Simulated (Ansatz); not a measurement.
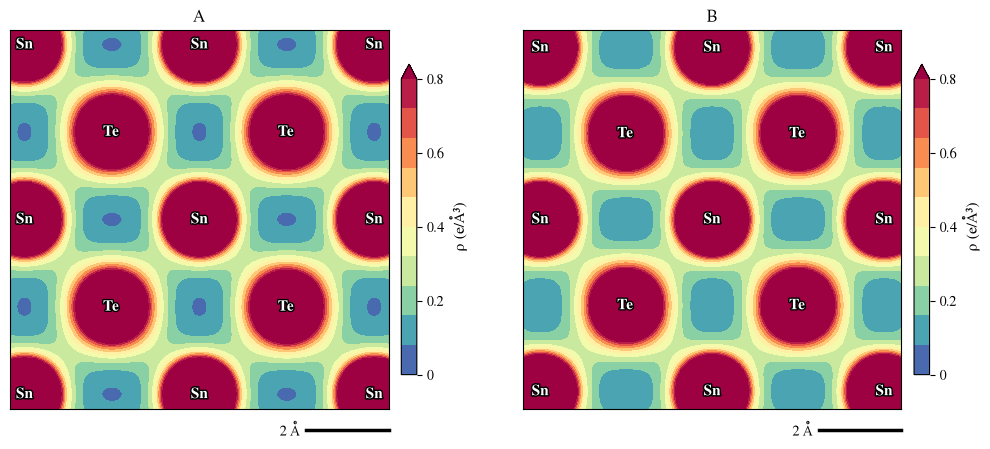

SnTe. The valence pseudo-density of two cells that differ in size, on the (101) plane of each (indices in the axes of the calculation cell), at one length scale and on one colour scale; one has 25.4 and the other 26.7 Å³ an atom.

These are results of DFT, PBEsol, PAW with Ansatz's default frozen-core files, scalar-relativistic; relaxation of cell and atoms (Ansatz 0.2.0), not measurements.

Core electrons are frozen (PAW), and the valence fields are smoothed inside the atomic spheres.

Which panel shows the smaller cell, and what does the compression change?

Panel B is the smaller cell, by 5 % in volume. From the larger cell to the smaller, Sn–Te goes from 2.99 to 2.94 Å, and the density at its midpoint from 0.28 to 0.31 e/Å³; the pressure goes from 10 to 15 GPa.
